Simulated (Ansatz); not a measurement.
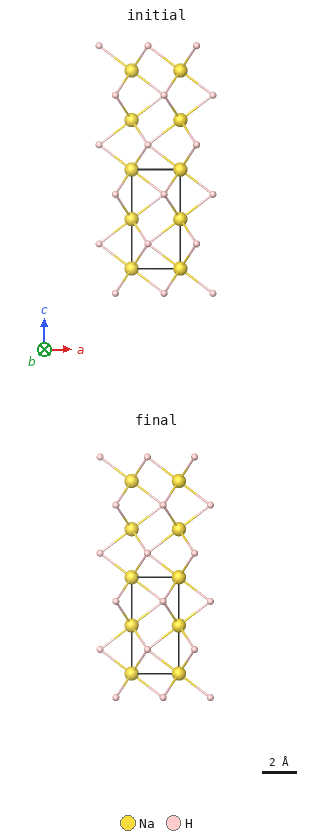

The structure of crystalline NaH (built on the NiAs type) before (top) and after (bottom) a relaxation, at one scale.

Style: ball-and-stick. Shown: the cell of the calculation, repeated 1 × 1 × 2 with one cell outlined, along the b axis.

Method: DFT, LDA, plane waves, PAW (Ansatz 0.2.0). Settings: plane-wave cutoff 420 eV; k-point mesh 12 × 12 × 4; occupations fermi dirac; smearing width 0.02 eV; no spin polarisation; cell and atoms relaxed; force threshold 0.005 eV/Å.

Summarise the run.

The atoms keep their places relative to the cell (all moves are under 0.005 Å). Cell: a = b 3.345 → 3.244 Å (−3.0 %), c 5.885 → 5.720 Å (−2.8 %). Volume −8.6 %. Among the contacts that change: Na–Na 3.345 → 3.244 Å, Na–Na 2.943 → 2.860 Å, H–Na 2.428 → 2.356 Å. The space group stays P6_3/mmc (No. 194). After 3 accepted moves (4 points after the start) the energy has fallen by 8.3 meV per atom. All forces vanish by symmetry, so only the cell relaxes. The pressure goes from −2.02 to −0.02 GPa. At 1 point the geometry stayed and the basis and grid were re-selected for the new cell (energy shift of 0.4 meV per atom at most each time).
